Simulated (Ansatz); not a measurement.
The coordinates of a crystal:

```
Pt
1.0
     3.16844    0.00000    0.00000
     0.00000    3.16844    0.00000
     0.00000    0.00000    3.16844
Pt
2
Direct
  0.00000 0.00000 0.00000
  0.50000 0.50000 0.50000
```

Summarise the structure in words.

The element is platinum. The symmetry is that of Im-3m (No. 229), on a body-centred cubic lattice. Prototype: body-centred cubic (W type). The cell holds two atoms. The Pt atoms are each bonded to eight Pt in a cubic arrangement at 2.74 Å. The bonds build a three-dimensional framework.

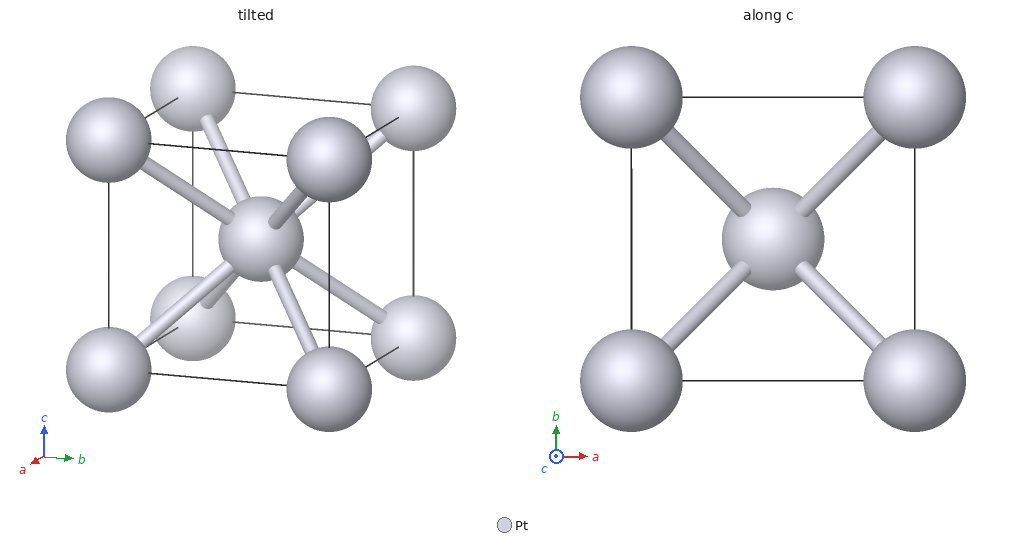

Ball-and-stick drawing of the structure, looking slightly off an axis and along the c axis. The edges of the conventional unit cell are marked. Colours: platinum light grey.

The structure comes from a structure listed in the Materials Project. Earlier steps of the study may have refined or changed the cell and positions. It was run through Ansatz as a DFT input.
